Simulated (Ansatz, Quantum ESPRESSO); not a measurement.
# LiF (Griceite): from Born charge to LO-TO splitting

How high does the longitudinal optical mode of LiF (Griceite) lie, given the transverse one, the Born charge and ε∞?

Calculated with Quantum ESPRESSO 8.0 development, patched; DFT LDA, scalar-relativistic, plane waves, PseudoDojo norm-conserving pseudopotentials.

**1. The relaxed structure**

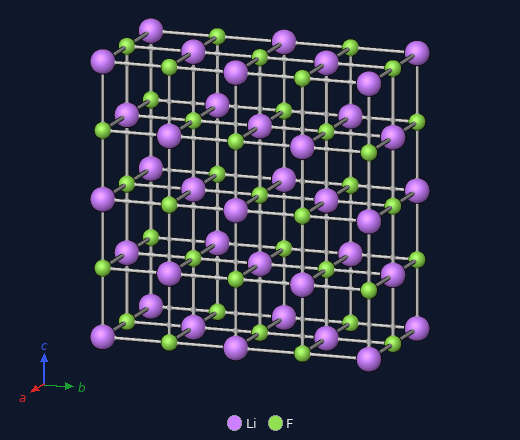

The cell as given, slightly off an axis (lithium purple, fluorine green). 1×2×2 cells are drawn. This picture shows the conventional cell, with its axes. Some periodic images of atoms are drawn too.

As a file:

```
Li F
1.0
    -1.95248    0.00000    1.95248
     0.00000    1.95248    1.95248
    -1.95248    1.95248    0.00000
Li F
1 1
Direct
  0.00000 0.00000 0.00000
  0.50000 0.50000 0.50000
```

This is the cell after its relaxation at this level of theory, not the database cell from which that began.

**2. What the response run gave**

A linear-response run on the relaxed cell, with the response to an electric field; only its zone-centre results are used. Cutoff 84 Ry, k mesh 8×8×8.

Output:

```text
[banners, grids, parts of the stress and lines that vanish by symmetry left out]
Program PHONON v.8.0dev
     Dynamical matrices for q-points given in input
     (   1q-points):
[...]
Exchange-correlation= PW
                           (   1   4   0   0   0   0   0)
[...]
kinetic-energy cut-off    =      84.0000  Ry
     charge density cut-off    =     336.0000  Ry
     convergence threshold     =      1.0E-18
[...]
Exchange-correlation= PW
                           (   1   4   0   0   0   0   0)
[...]
q = (   0.0000000   0.0000000   0.0000000 )
     49 Sym.Ops. (with q -> -q+G )
     G cutoff =  463.4583  (  10417 G-vectors)     FFT grid: ( 32, 32, 32)
     number of k points=    29
[...]
Mode symmetry, O_h (m-3m)  point group:
[...]
Dielectric constant
[...]
End of electric fields calculation
          Dielectric constant in cartesian axis
          (       2.113923714      -0.000000000      -0.000000000 )
          (      -0.000000000       2.113923714       0.000000000 )
          (       0.000000000       0.000000000       2.113923714 )
          Effective charges (d Force / dE) in cartesian axis without acoustic sum rule applied (asr)
           atom    1  Li    Mean Z*:        1.04181
      Ex  (        1.04181        0.00000       -0.00000 )
      Ey  (        0.00000        1.04181       -0.00000 )
      Ez  (        0.00000       -0.00000        1.04181 )
           atom    2  F     Mean Z*:       -1.04177
      Ex  (       -1.04177        0.00000        0.00000 )
      Ey  (        0.00000       -1.04177        0.00000 )
      Ez  (       -0.00000       -0.00000       -1.04177 )
          Effective charges Sum: Mean:        0.00004
[...]
Effective charges (d Force / dE) in cartesian axis with asr applied:
           atom    1  Li    Mean Z*:        1.04179
[...]
atom    2  F     Mean Z*:       -1.04179
[...]
Dielectric constant from finite-differences
          (       2.113893739       0.000000000      -0.000000000 )
          (      -0.000000000       2.113893739      -0.000000000 )
          (       0.000000000       0.000000000       2.113893739 )
[...]
(       0.000000000       0.000000000      -0.000000000 )
          (       0.000000000       0.000000000       0.000000000 )
          (      -0.000000000      -0.000000000       0.000000000 )
          (      -0.000000000      -0.000000000       0.000000000 )
          (       0.000000000       0.000000000       0.000000000 )
          (      -0.000000000      -0.000000000       0.000000000 )
          (       0.000000000       0.000000000      -0.000000000 )
          (       0.000000000       0.000000000       0.000000000 )
[...]
(      -0.000000000      -0.000000000       0.000000000 )
          (      -0.000000000       0.000000000      -0.000000000 )
          (       0.000000000       0.000000000       0.000000000 )
          (       0.000000000       0.000000000      -0.000000000 )
          (       0.000000000       0.000000000       0.000000000 )
[...]
Representation #   1 modes #   1   2   3
[...]
End of self-consistent calculation
     Convergence has been achieved
     Representation #   2 modes #   4   5   6
[...]
End of self-consistent calculation
     Convergence has been achieved
[...]
Dielectric constant in cartesian axis
          (       2.113923714      -0.000000000      -0.000000000 )
          (      -0.000000000       2.113923714       0.000000000 )
          (       0.000000000       0.000000000       2.113923714 )
          Effective charges (d Force / dE) in cartesian axis without acoustic sum rule applied (asr)
           atom    1  Li    Mean Z*:        1.04181
      Ex  (        1.04181        0.00000       -0.00000 )
      Ey  (        0.00000        1.04181       -0.00000 )
      Ez  (        0.00000       -0.00000        1.04181 )
           atom    2  F     Mean Z*:       -1.04177
      Ex  (       -1.04177        0.00000        0.00000 )
      Ey  (        0.00000       -1.04177        0.00000 )
      Ez  (       -0.00000       -0.00000       -1.04177 )
          Effective charges Sum: Mean:        0.00004
[...]
Effective charges (d Force / dE) in cartesian axis with asr applied:
           atom    1  Li    Mean Z*:        1.04179
[...]
atom    2  F     Mean Z*:       -1.04179
[...]
q = (    0.000000000   0.000000000   0.000000000 )
[...]
freq (    1) =       0.103063 [THz] =       3.437804 [cm-1]
     freq (    2) =       0.103063 [THz] =       3.437804 [cm-1]
     freq (    3) =       0.103063 [THz] =       3.437804 [cm-1]
     freq (    4) =      10.278546 [THz] =     342.855406 [cm-1]
     freq (    5) =      10.278546 [THz] =     342.855406 [cm-1]
     freq (    6) =      10.278546 [THz] =     342.855406 [cm-1]
[...]
Mode symmetry, O_h (m-3m)  point group:
     freq (   1-   3) =          3.4  [cm-1]   --> T_1u G_15  G_4- I
     freq (   4-   6) =        342.9  [cm-1]   --> T_1u G_15  G_4- I

   JOB DONE.
```

| quantity | value |
| --- | --- |
| cell volume Ω (Å³) | 14.886 |
| mass of Li (u) | 6.940 |
| mass of F (u) | 18.998 |
| Born charge of Li, raw (e) | 1.042 |
| Born charge of F, raw (e) | -1.042 |
| ε∞ | 2.114 |
| ω(TO) after the sum rule (cm⁻¹) | 342.9 |

**3. The calculation**

The charges must sum to zero over the cell; taking off their mean, 0.000 e, leaves Z* = 1.042 e on Li. In the polar mode Li moves against F, so the reduced mass is μ = 6.94 × 19.00 / 25.94 = 5.083 u.

A longitudinal wave builds up a field that adds to the restoring force: ω(LO)² = ω(TO)² + 4π Z*² / (μ Ω ε∞), in Hartree atomic units. With μ = 9266 electron masses and Ω = 100.46 bohr³ the second term is 6.9313e-06 Ha², or 333874 cm⁻² (1 Ha = 219474.6 cm⁻¹).

So ω(LO) = √(117546 + 333874) = 671.9 cm⁻¹, and by the Lyddane-Sachs-Teller relation ε₀ = ε∞ (ω(LO)/ω(TO))² = 8.12.

**4. Check against the program**

The analysis program adds the same non-analytic term to the full matrix, here for q along (1 0 0).

Output:

```text
[banner, memory and clock lines left out]
Program DYNMAT v.8.0dev

     Reading Dynamical Matrix from file g.dyn
     ...Force constants read
     ...epsilon and Z* read
     ...Raman cross sections read

     Polarizability (A^3 units)
     multiply by 0.729231 for Clausius-Mossotti correction (not under assume_isolated = 'mt')
         1.319580   -0.000000    0.000000
        -0.000000    1.319580    0.000000
        -0.000000    0.000000    1.319580

     IR activities are in (D/A)^2/amu units

# mode   [cm-1]    [THz]      IR
    1     -0.00   -0.0000    0.0000
    2     -0.00   -0.0000    0.0000
    3     -0.00   -0.0000    0.0000
    4    342.85   10.2783    4.9260
    5    342.85   10.2783    4.9260
    6    671.87   20.1421    4.9260
```

ε₀ comes from the program's run without a direction of q.

| quantity | by hand | program |
| --- | --- | --- |
| ω(LO) (cm⁻¹) | 671.9 | 671.9 |
| ε₀ | 8.12 | 8.12 |

**5. Outcome**

| Quantity | Value |
| --- | --- |
| TO mode | 342.9 cm⁻¹ |
| LO mode | 671.9 cm⁻¹ |
| static dielectric constant | 8.118 |

In words: The LO mode of LiF (Griceite) lies at 672 cm⁻¹, 329 cm⁻¹ above the TO mode; the formula meets the program within 0.1 cm⁻¹, as it must for a cubic crystal with one polar mode. ω(LO)² − ω(TO)² goes with Z*²/ε∞: an error of 5 % in ε∞ would move the LO mode by 11.9 cm⁻¹, and semilocal functionals tend to overestimate ε∞. These are harmonic values at zero temperature, at the volume of this functional, for the structure held cubic; stability elsewhere in the zone is no part of this calculation.

[Host names and launcher messages were left out of these logs when they were recorded.]

[Logs are printed without paths, hosts, clocks, repeated set-up lines and the standing remarks that a program may print on its own settings, such as how far it seeks lower states.]

[Hosts, paths, dates, database ids (printed as entryN), source tags and the programs' standing remarks are cut or masked in the printed files.]
